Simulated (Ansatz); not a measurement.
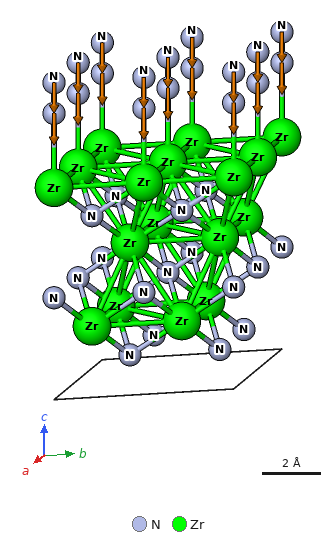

This is a constrained relaxation of a slab of composition Zr3N5 (cut from the Fm-3m phase). The starting structure is drawn; orange arrows show the displacements, 3 times their true length.

A ball-and-stick model of the 2 × 2 repeat of the cell, outlined in the plane, without the vacuum, seen slightly off an axis.

Case: N2 put at a top Zr site. The slab is the (1 1 1) face of ZrN with N2 on it. 3 atoms are held fixed.

Theory: Ansatz, DFT r2SCAN, scalar-relativistic, plane waves, PAW. Set-up: plane-wave cutoff 500 eV; k-point mesh 9 × 9 × 1; occupations gaussian; smearing width 0.1 eV; no spin polarisation; dipole correction; atoms relaxed in a fixed cell; force threshold 0.03 eV/Å; at most 70 steps.

Q: Describe the change and its energy.

A: After 4 geometry steps the energy has fallen by 0.371 eV per cell of the calculation. The largest force component goes from 1.7 to 0.022 eV/Å. An N atom moves most: 0.39 Å along the normal (−c). By element the largest moves are N 0.39 Å, Zr 0.04 Å. The lattice vectors keep their values. Near-neighbour distances that change, for instance: N–Zr 2.660 → 2.232 Å, Zr–Zr 3.179 → 3.208 Å, N–Zr 2.280 → 2.305 Å, N–N 1.100 → 1.114 Å. The run may lie on a higher electronic state than the lowest, so the end point isn't shown to be the ground-state structure. The run took 83 s on 2 threads of Arm Neoverse V2, on a shared host, peak memory 0.98 GiB.

Limits of the set-up: the cell has an odd number of electrons but was run without spin polarisation; the periodic images lie only 3.2 Å apart, so the values are limited by the cell's size.
